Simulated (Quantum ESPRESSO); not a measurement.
## Band-structure run of Cd2S (part 1 of 3)

Cd2S (P3m1, 3 atoms in the cell), computed with Kohn-Sham DFT of a periodic cell, r2SCAN, SG15 PBE 1.2, no spin polarisation (Quantum ESPRESSO 7.5).

The structure derives from a Materials Project entry.

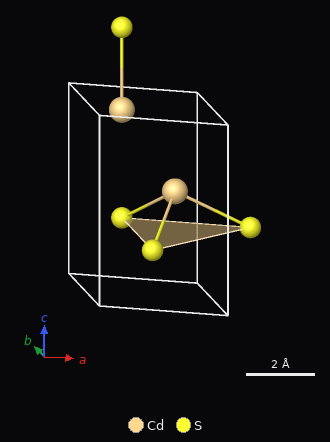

Fig. 1: The structure (polyhedral view of the cell of the calculation, seen slightly off an axis; polyhedra are completed across the faces of the cell). An atom can appear more than once, as a periodic image.

Input file
```
&CONTROL
  calculation = 'scf'
  prefix = 'pwscf'
  outdir = './tmp'
  pseudo_dir = './pseudo'
  tprnfor = .true.
  tstress = .true.
  disk_io = 'low'
/
&SYSTEM
  ibrav = 0
  celldm(1) = 8
  nat = 3
  ntyp = 2
  ecutwfc = 70
  nbnd = 32
  input_dft = 'r2scan'
  occupations = 'smearing'
  smearing = 'fd'
  degauss = 0.00367493
  nosym = .true.
/
&ELECTRONS
  conv_thr = 1d-08
  electron_maxstep = 120
  mixing_beta = 0.5
/
ATOMIC_SPECIES
Cd   112.4140 Cd_ONCV_PBE-1.2.upf
S     32.0600 S_ONCV_PBE-1.2.upf
CELL_PARAMETERS alat
  0.9360451393584   0.0000000000000   0.0000000000000
 -0.4680225696792   0.8106388697852   0.0000000000000
  0.0000000000000   0.0000000000000   1.3722227356709
ATOMIC_POSITIONS crystal
Cd     0.3333333333    0.6666666667    0.9327170000
Cd     0.6666666667    0.3333333333    0.5787350000
S      0.3333333333    0.6666666667    0.3657050000
K_POINTS automatic
6 6 4 0 0 0
```

File bands.in
```
&CONTROL
  calculation = 'bands'
  prefix = 'pwscf'
  outdir = './tmp'
  pseudo_dir = './pseudo'
  disk_io = 'low'
  verbosity = 'high'
/
&SYSTEM
  ibrav = 0
  celldm(1) = 8
  nat = 3
  ntyp = 2
  ecutwfc = 70
  nbnd = 32
  input_dft = 'r2scan'
  occupations = 'smearing'
  smearing = 'fd'
  degauss = 0.00367493
  nosym = .true.
/
&ELECTRONS
  conv_thr = 1d-08
  electron_maxstep = 120
  mixing_beta = 0.5
  diago_full_acc = .true.
  startingwfc = 'random'
/
ATOMIC_SPECIES
Cd   112.4140 Cd_ONCV_PBE-1.2.upf
S     32.0600 S_ONCV_PBE-1.2.upf
CELL_PARAMETERS alat
  0.9360451393584   0.0000000000000   0.0000000000000
 -0.4680225696792   0.8106388697852   0.0000000000000
  0.0000000000000   0.0000000000000   1.3722227356709
ATOMIC_POSITIONS crystal
Cd     0.3333333333    0.6666666667    0.9327170000
Cd     0.6666666667    0.3333333333    0.5787350000
S      0.3333333333    0.6666666667    0.3657050000
K_POINTS crystal
60
 0.0000000000  0.0000000000  0.0000000000 1
 0.0714285714  0.0000000000  0.0000000000 1
 0.1428571429  0.0000000000  0.0000000000 1
 0.2142857143  0.0000000000  0.0000000000 1
 0.2857142857  0.0000000000  0.0000000000 1
 0.3571428571  0.0000000000  0.0000000000 1
 0.4285714286  0.0000000000  0.0000000000 1
 0.5000000000  0.0000000000  0.0000000000 1
 0.4583333333  0.0833333333  0.0000000000 1
 0.4166666667  0.1666666667  0.0000000000 1
 0.3750000000  0.2500000000  0.0000000000 1
 0.3333333333  0.3333333333  0.0000000000 1
 0.2962962963  0.2962962963  0.0000000000 1
 0.2592592593  0.2592592593  0.0000000000 1
 0.2222222222  0.2222222222  0.0000000000 1
 0.1851851852  0.1851851852  0.0000000000 1
 0.1481481481  0.1481481481  0.0000000000 1
 0.1111111111  0.1111111111  0.0000000000 1
 0.0740740741  0.0740740741  0.0000000000 1
 0.0370370370  0.0370370370  0.0000000000 1
 0.0000000000  0.0000000000  0.0000000000 1
 0.0000000000  0.0000000000  0.1250000000 1
 0.0000000000  0.0000000000  0.2500000000 1
 0.0000000000  0.0000000000  0.3750000000 1
 0.0000000000  0.0000000000  0.5000000000 1
 0.0625000000  0.0000000000  0.5000000000 1
 0.1250000000  0.0000000000  0.5000000000 1
 0.1875000000  0.0000000000  0.5000000000 1
 0.2500000000  0.0000000000  0.5000000000 1
 0.3125000000  0.0000000000  0.5000000000 1
 0.3750000000  0.0000000000  0.5000000000 1
 0.4375000000  0.0000000000  0.5000000000 1
 0.5000000000  0.0000000000  0.5000000000 1
 0.4666666667  0.0666666667  0.5000000000 1
 0.4333333333  0.1333333333  0.5000000000 1
 0.4000000000  0.2000000000  0.5000000000 1
 0.3666666667  0.2666666667  0.5000000000 1
 0.3333333333  0.3333333333  0.5000000000 1
 0.3000000000  0.3000000000  0.5000000000 1
 0.2666666667  0.2666666667  0.5000000000 1
 0.2333333333  0.2333333333  0.5000000000 1
 0.2000000000  0.2000000000  0.5000000000 1
 0.1666666667  0.1666666667  0.5000000000 1
 0.1333333333  0.1333333333  0.5000000000 1
 0.1000000000  0.1000000000  0.5000000000 1
 0.0666666667  0.0666666667  0.5000000000 1
 0.0333333333  0.0333333333  0.5000000000 1
 0.0000000000  0.0000000000  0.5000000000 1
 0.5000000000  0.0000000000  0.5000000000 1
 0.5000000000  0.0000000000  0.4000000000 1
 0.5000000000  0.0000000000  0.3000000000 1
 0.5000000000  0.0000000000  0.2000000000 1
 0.5000000000  0.0000000000  0.1000000000 1
 0.5000000000  0.0000000000  0.0000000000 1
 0.3333333333  0.3333333333  0.0000000000 1
 0.3333333333  0.3333333333  0.1000000000 1
 0.3333333333  0.3333333333  0.2000000000 1
 0.3333333333  0.3333333333  0.3000000000 1
 0.3333333333  0.3333333333  0.4000000000 1
 0.3333333333  0.3333333333  0.5000000000 1
```

Command:
```bash
OMP_NUM_THREADS=1 mpirun -n 2 pw.x -nk 2 -in pw.in > pw.out
OMP_NUM_THREADS=1 mpirun -n 2 pw.x -nk 2 -in bands.in > bands.out
```

The program's output
```
This program is part of the open-source Quantum ESPRESSO suite
     for quantum simulation of materials; please cite
         "P. Giannozzi et al., J. Phys.:Condens. Matter 21 395502 (2009);
         "P. Giannozzi et al., J. Phys.:Condens. Matter 29 465901 (2017);
         "P. Giannozzi et al., J. Chem. Phys. 152 154105 (2020);
          URL
     in publications or presentations arising from this work. More details at

     IMPORTANT: XC functional enforced from input :
     Exchange-correlation= R2SCAN
                           (   0   0   0   0   0 497 498)
     Any further DFT definition will be discarded
     Please, verify this is what you really want

     K-points division:     npool     =       2
     Subspace diagonalization in iterative solution of the eigenvalue problem:
     a serial algorithm will be used

     G-vector sticks info
     --------------------
     sticks:   dense  smooth     PW     G-vecs:    dense   smooth      PW
     Sum        1069    1069    337                42263    42263    7041

     Using Slab Decomposition

     bravais-lattice index     =            0
     lattice parameter (alat)  =       8.0000  a.u.
     unit-cell volume          =     533.1124 (a.u.)^3
     number of atoms/cell      =            3
     number of atomic types    =            2
     number of electrons       =        46.00
     number of Kohn-Sham states=           32
     kinetic-energy cutoff     =      70.0000  Ry
     charge density cutoff     =     280.0000  Ry
     scf convergence threshold =      1.0E-08
     mixing beta               =       0.5000
     number of iterations used =            8  plain     mixing
     Exchange-correlation= R2SCAN
                           (   0   0   0   0   0 497 498)

     celldm(1)=   8.000000  celldm(2)=   0.000000  celldm(3)=   0.000000
     celldm(4)=   0.000000  celldm(5)=   0.000000  celldm(6)=   0.000000

     crystal axes: (cart. coord. in units of alat)
               a(1) = (   0.936045   0.000000   0.000000 )
               a(2) = (  -0.468023   0.810639   0.000000 )
               a(3) = (   0.000000   0.000000   1.372223 )

     reciprocal axes: (cart. coord. in units 2 pi/alat)
               b(1) = (  1.068325  0.616797 -0.000000 )
               b(2) = (  0.000000  1.233595  0.000000 )
               b(3) = (  0.000000 -0.000000  0.728745 )

     PseudoPot. # 1 for Cd read from file:
     Cd_ONCV_PBE-1.2.upf
     Pseudo is Norm-conserving, Zval = 20.0
     Generated using ONCVPSP code by D. R. Hamann
     Using radial grid of  602 points,  6 beta functions with:
                l(1) =   0
                l(2) =   0
                l(3) =   1
                l(4) =   1
                l(5) =   2
                l(6) =   2

     PseudoPot. # 2 for S  read from file:
     S_ONCV_PBE-1.2.upf
     Pseudo is Norm-conserving, Zval =  6.0
     Generated using ONCVPSP code by D. R. Hamann
     Using radial grid of  602 points,  4 beta functions with:
                l(1) =   0
                l(2) =   0
                l(3) =   1
                l(4) =   1

     atomic species   valence    mass     pseudopotential
     Cd               20.00   112.41400     Cd( 1.00)
     S                 6.00    32.06000     S ( 1.00)

     No symmetry found

   Cartesian axes

     site n.     atom                  positions (alat units)
         1        Cd     tau(   1) = (  -0.0000000   0.5404259   1.2798955  )
         2        Cd     tau(   2) = (   0.4680226   0.2702130   0.7941533  )
         3        S      tau(   3) = (  -0.0000000   0.5404259   0.5018287  )

     number of k points=    76  Fermi-Dirac smearing, width (Ry)=  0.0037
                       cart. coord. in units 2pi/alat
        k(    1) = (   0.0000000   0.0000000   0.0000000), wk =   0.0138889
        k(    2) = (   0.0000000   0.0000000   0.1821862), wk =   0.0277778
        k(    3) = (   0.0000000   0.0000000  -0.3643723), wk =   0.0138889
        k(    4) = (   0.0000000   0.2055992   0.0000000), wk =   0.0277778
        k(    5) = (   0.0000000   0.2055992   0.1821862), wk =   0.0277778
        k(    6) = (   0.0000000   0.2055992  -0.3643723), wk =   0.0277778
        k(    7) = (   0.0000000   0.2055992  -0.1821862), wk =   0.0277778
        k(    8) = (   0.0000000   0.4111983   0.0000000), wk =   0.0277778
        k(    9) = (   0.0000000   0.4111983   0.1821862), wk =   0.0277778
        k(   10) = (   0.0000000   0.4111983  -0.3643723), wk =   0.0277778
        k(   11) = (   0.0000000   0.4111983  -0.1821862), wk =   0.0277778
        k(   12) = (   0.0000000  -0.6167975   0.0000000), wk =   0.0138889
        k(   13) = (   0.0000000  -0.6167975   0.1821862), wk =   0.0277778
        k(   14) = (   0.0000000  -0.6167975  -0.3643723), wk =   0.0138889
        k(   15) = (   0.1780541   0.1027996   0.0000000), wk =   0.0277778
        k(   16) = (   0.1780541   0.1027996   0.1821862), wk =   0.0277778
        k(   17) = (   0.1780541   0.1027996  -0.3643723), wk =   0.0277778
        k(   18) = (   0.1780541   0.1027996  -0.1821862), wk =   0.0277778
        k(   19) = (   0.1780541   0.3083987   0.0000000), wk =   0.0277778
        k(   20) = (   0.1780541   0.3083987   0.1821862), wk =   0.0277778
        k(   21) = (   0.1780541   0.3083987  -0.3643723), wk =   0.0277778
        k(   22) = (   0.1780541   0.3083987  -0.1821862), wk =   0.0277778
        k(   23) = (   0.1780541   0.5139979   0.0000000), wk =   0.0277778
        k(   24) = (   0.1780541   0.5139979   0.1821862), wk =   0.0277778
        k(   25) = (   0.1780541   0.5139979  -0.3643723), wk =   0.0277778
        k(   26) = (   0.1780541   0.5139979  -0.1821862), wk =   0.0277778
        k(   27) = (   0.1780541  -0.5139979   0.0000000), wk =   0.0277778
        k(   28) = (   0.1780541  -0.5139979   0.1821862), wk =   0.0277778
        k(   29) = (   0.1780541  -0.5139979  -0.3643723), wk =   0.0277778
        k(   30) = (   0.1780541  -0.5139979  -0.1821862), wk =   0.0277778
        k(   31) = (   0.1780541  -0.3083987   0.0000000), wk =   0.0277778
        k(   32) = (   0.1780541  -0.3083987   0.1821862), wk =   0.0277778
        k(   33) = (   0.1780541  -0.3083987  -0.3643723), wk =   0.0277778
        k(   34) = (   0.1780541  -0.3083987  -0.1821862), wk =   0.0277778
        k(   35) = (   0.1780541  -0.1027996   0.0000000), wk =   0.0277778
        k(   36) = (   0.1780541  -0.1027996   0.1821862), wk =   0.0277778
        k(   37) = (   0.1780541  -0.1027996  -0.3643723), wk =   0.0277778
        k(   38) = (   0.1780541  -0.1027996  -0.1821862), wk =   0.0277778
        k(   39) = (   0.3561082   0.2055992   0.0000000), wk =   0.0277778
        k(   40) = (   0.3561082   0.2055992   0.1821862), wk =   0.0277778
        k(   41) = (   0.3561082   0.2055992  -0.3643723), wk =   0.0277778
        k(   42) = (   0.3561082   0.2055992  -0.1821862), wk =   0.0277778
        k(   43) = (   0.3561082   0.4111983   0.0000000), wk =   0.0277778
        k(   44) = (   0.3561082   0.4111983   0.1821862), wk =   0.0277778
        k(   45) = (   0.3561082   0.4111983  -0.3643723), wk =   0.0277778
        k(   46) = (   0.3561082   0.4111983  -0.1821862), wk =   0.0277778
        k(   47) = (   0.3561082   0.6167975   0.0000000), wk =   0.0277778
        k(   48) = (   0.3561082   0.6167975   0.1821862), wk =   0.0277778
        k(   49) = (   0.3561082   0.6167975  -0.3643723), wk =   0.0277778
        k(   50) = (   0.3561082   0.6167975  -0.1821862), wk =   0.0277778
        k(   51) = (   0.3561082  -0.4111983   0.0000000), wk =   0.0277778
        k(   52) = (   0.3561082  -0.4111983   0.1821862), wk =   0.0277778
        k(   53) = (   0.3561082  -0.4111983  -0.3643723), wk =   0.0277778
        k(   54) = (   0.3561082  -0.4111983  -0.1821862), wk =   0.0277778
        k(   55) = (   0.3561082  -0.2055992   0.0000000), wk =   0.0277778
        k(   56) = (   0.3561082  -0.2055992   0.1821862), wk =   0.0277778
        k(   57) = (   0.3561082  -0.2055992  -0.3643723), wk =   0.0277778
        k(   58) = (   0.3561082  -0.2055992  -0.1821862), wk =   0.0277778
        k(   59) = (   0.3561082   0.0000000   0.0000000), wk =   0.0277778
        k(   60) = (   0.3561082   0.0000000   0.1821862), wk =   0.0277778
        k(   61) = (   0.3561082   0.0000000  -0.3643723), wk =   0.0277778
        k(   62) = (   0.3561082   0.0000000  -0.1821862), wk =   0.0277778
        k(   63) = (  -0.5341623  -0.3083987   0.0000000), wk =   0.0138889
        k(   64) = (  -0.5341623  -0.3083987   0.1821862), wk =   0.0277778
        k(   65) = (  -0.5341623  -0.3083987  -0.3643723), wk =   0.0138889
        k(   66) = (  -0.5341623  -0.1027996   0.0000000), wk =   0.0277778
        k(   67) = (  -0.5341623  -0.1027996   0.1821862), wk =   0.0277778
        k(   68) = (  -0.5341623  -0.1027996  -0.3643723), wk =   0.0277778
        k(   69) = (  -0.5341623  -0.1027996  -0.1821862), wk =   0.0277778
        k(   70) = (  -0.5341623   0.1027996   0.0000000), wk =   0.0277778
        k(   71) = (  -0.5341623   0.1027996   0.1821862), wk =   0.0277778
        k(   72) = (  -0.5341623   0.1027996  -0.3643723), wk =   0.0277778
        k(   73) = (  -0.5341623   0.1027996  -0.1821862), wk =   0.0277778
        k(   74) = (  -0.5341623  -0.9251962   0.0000000), wk =   0.0138889
        k(   75) = (  -0.5341623  -0.9251962   0.1821862), wk =   0.0277778
        k(   76) = (  -0.5341623  -0.9251962  -0.3643723), wk =   0.0138889

     Dense  grid:    42263 G-vectors     FFT dimensions: (  40,  40,  60)

     WARNING: libxc functional with ID  497 depends
      on external parameters: check the user_guide of
      QE if you need to modify them or to check their
      default values.

     WARNING: libxc functional with ID  498 depends
      on external parameters: check the user_guide of
      QE if you need to modify them or to check their
      default values.

     Initial potential from superposition of free atoms

     starting charge      45.9208, renormalised to      46.0000
     Starting wfcs are random

     Self-consistent Calculation

     iteration #  1     ecut=    70.00 Ry     beta= 0.50
     Davidson diagonalization with overlap
     ethr =  1.00E-02,  avg # of iterations =  9.7

     total energy              =    -642.06806343 Ry
     estimated scf accuracy    <      33.38804786 Ry

     iteration #  2     ecut=    70.00 Ry     beta= 0.50
     Davidson diagonalization with overlap
     ethr =  1.00E-02,  avg # of iterations =  1.0

     total energy              =    -642.19045859 Ry
     estimated scf accuracy    <       6.94748361 Ry

     iteration #  3     ecut=    70.00 Ry     beta= 0.50
     Davidson diagonalization with overlap
     ethr =  1.00E-02,  avg # of iterations =  1.0

     total energy              =    -642.20084692 Ry
     estimated scf accuracy    <       0.33846112 Ry

     iteration #  4     ecut=    70.00 Ry     beta= 0.50
     Davidson diagonalization with overlap
     ethr =  7.36E-04,  avg # of iterations =  1.4

     total energy              =    -642.23021308 Ry
     estimated scf accuracy    <       0.00515347 Ry

     iteration #  5     ecut=    70.00 Ry     beta= 0.50
     Davidson diagonalization with overlap
     ethr =  1.12E-05,  avg # of iterations =  6.2

     total energy              =    -642.23103662 Ry
     estimated scf accuracy    <       0.00016095 Ry

     iteration #  6     ecut=    70.00 Ry     beta= 0.50
     Davidson diagonalization with overlap
     ethr =  3.50E-07,  avg # of iterations =  2.2

     total energy              =    -642.23107770 Ry
     estimated scf accuracy    <       0.00010288 Ry

     iteration #  7     ecut=    70.00 Ry     beta= 0.50
     Davidson diagonalization with overlap
     ethr =  2.24E-07,  avg # of iterations =  1.7

     total energy              =    -642.23108266 Ry
     estimated scf accuracy    <       0.00000883 Ry

     iteration #  8     ecut=    70.00 Ry     beta= 0.50
     Davidson diagonalization with overlap
     ethr =  1.92E-08,  avg # of iterations =  2.0

     total energy              =    -642.23108350 Ry
     estimated scf accuracy    <       0.00000039 Ry
```
